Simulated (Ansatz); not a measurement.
K

Input

```
crystal:
  lattice:
    - [-2.6125, 2.6125, 2.6125]
    - [2.6125, -2.6125, 2.6125]
    - [2.6125, 2.6125, -2.6125]
  atoms:
    - { symbol: K, position: [0.0, 0.0, 0.0] }
basis:
  ecutwfc: 420
kpoints:
  mp_grid: { grid: [12, 12, 12] }
hamiltonian:
  xc: pbe
scf:
  occupations: { method: gaussian, width: 0.1 }
output:
  forces: true
  stress: true
  eigenvalues: true
  write_density: true
  write_potential: true
  elf: true
  volumetric_format: npy
relax:
  adjacent_minimum: "off"
  f_tol: 0.005
  max_steps: 80
  cell: { stress_tol: 0.05 }
```

Command:

```sh
ansatz run input.yaml --threads 2 --pin off --max-ram 5120MiB --backend cpu --events-out ev --progress --plain --runs-dir out
```

Below, planes, directions and counts refer to the conventional cell (a = 5.28 Å, b = 5.28 Å, c = 5.28 Å, α = 90.00°, β = 90.00°, γ = 90.00°).

The fields are those of the relaxed geometry.

Space group Im-3m; computed without spin polarisation.

Theory: Ansatz 0.2.0, DFT PBE, scalar-relativistic, plane waves, PAW.

Q: What can the converged valence pseudo-density and electron localisation function tell about the bonding?

A: K–K (4.57 Å): ρ is about 0.02 e/Å³ halfway; the ELF is about 0.20 at the midpoint (no localised pair shows between them).

Q: Metal or insulator at this level of theory?

A: It is metallic or semimetallic at this level of theory: no gap opens.

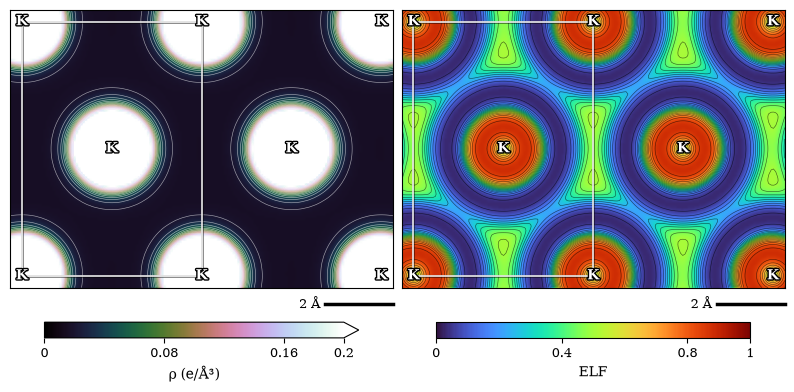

Computed valence pseudo-density and electron localisation function on the (110) plane of the conventional cell, in this order. 

In a PAW calculation such maps are meaningful between the atoms, not at the nuclei.
